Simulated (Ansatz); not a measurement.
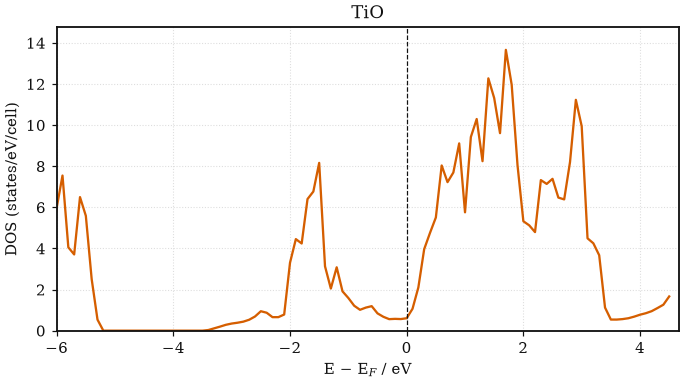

Density of states. Energies are counted from the Fermi level.

The Ansatz input:

```yaml
crystal:
  lattice:
    - [4.989087772, 0.0, 0.0]
    - [-2.494543886, 4.3206767523, 0.0]
    - [0.0, 0.0, 2.87331344]
  atoms:
    - { symbol: Ti, position: [0.0, 0.0, 0.0] }
    - { symbol: Ti, position: [0.3333333333, 0.6666666667, 0.5] }
    - { symbol: Ti, position: [0.6666666667, 0.3333333333, 0.5] }
    - { symbol: O, position: [0.0, 0.39444076, 0.0] }
    - { symbol: O, position: [0.39444076, 0.0, 0.0] }
    - { symbol: O, position: [0.60555924, 0.60555924, 0.0] }
hamiltonian:
  xc: pbesol
  pseudopotentials: { kind: paw }
kpoints:
  mp_grid: { grid: [6, 6, 8] }
scf:
  occupations: { method: fermi_dirac, width: 0.05 }
  n_extra_bands: 15
output:
  forces: true
  stress: true
  eigenvalues: true
  dos: { projected: false, de: 0.05, nscf_kmesh: { grid: [9, 9, 12] } }
  write_density: true
  write_potential: true
  elf: true
  volumetric_format: npy
```

System: TiO, space group P-62m, 6 atoms in the cell.

Level of theory: PBEsol, Ansatz PAW, no spin polarisation, no spin-orbit coupling, 6×6×8 k mesh in the self-consistent step, 420 eV cutoff, Fermi-Dirac smearing of 0.05 eV; code Ansatz.

What is the density of states at the Fermi level?

It is a metal. The density of states is about 0.72 per eV and cell at the Fermi level (mean within 0.1 eV) and changes fast nearby: within 0.3 eV it runs from 0.56 to 4 per eV and cell.

The density of states comes from the program's own step for it, whose mesh and broadening can differ from those of the self-consistent step. Semilocal functionals often make such compounds metallic where correlation or magnetic order opens a gap, which also shifts bond lengths. The PAW data sets were made with another functional. The k mesh is thin for a metal, so its Fermi level is uncertain. The cell is at −6 GPa in this functional. The cell comes from a database of computed structures, and whether it is the stable form of this composition wasn't checked. The k mesh is thin for a density of states, so fine features aren't converged.
